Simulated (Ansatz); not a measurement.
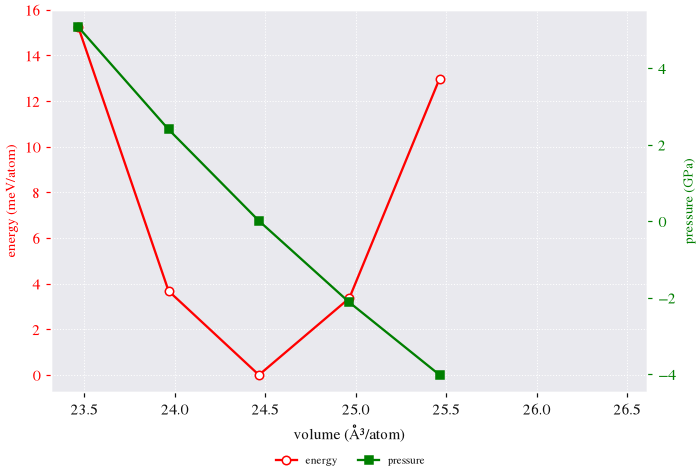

The figure shows the energy and pressure against volume for Te₂Mo, space group P6_3/mmc (No. 194).

Starting cell:
```
CELL_PARAMETERS angstrom
3.51820 0.00000 0.00000
-1.75910 3.04685 0.00000
0.00000 0.00000 13.97360
ATOMIC_POSITIONS crystal
Te 0.66667 0.33333 0.37900
Te 0.33333 0.66667 0.87900
Te 0.66667 0.33333 0.12100
Te 0.33333 0.66667 0.62100
Mo 0.66667 0.33333 0.75000
Mo 0.33333 0.66667 0.25000
```

How it was computed, with Ansatz 0.2.0: plane-wave DFT, no spin polarisation; energies at scaled volumes of the given cell, shape and fractions fixed, counted from the fit's minimum, third-order Birch-Murnaghan fit. Level: LDA.

| setting | value |
| --- | --- |
| k mesh | 9×9×2 |
| occupations | Fermi–Dirac |
| smearing width | 0.05 eV |
| potentials | JTH PAW LDA |
| wave cutoff | 1800 eV |
| density cutoff | 9000 eV |

The points at volume 25.96 Å³/atom and 26.46 Å³/atom are left out of the plot. What values does the calculation give there?

```
volume (Å³/atom)  energy (meV/atom)  pressure (GPa)
           25.96              28.22           -5.72
           26.46              48.43           -7.23
```

Note: shape and atomic fractions are frozen while scaling, which makes layered, chain and framework solids too stiff.
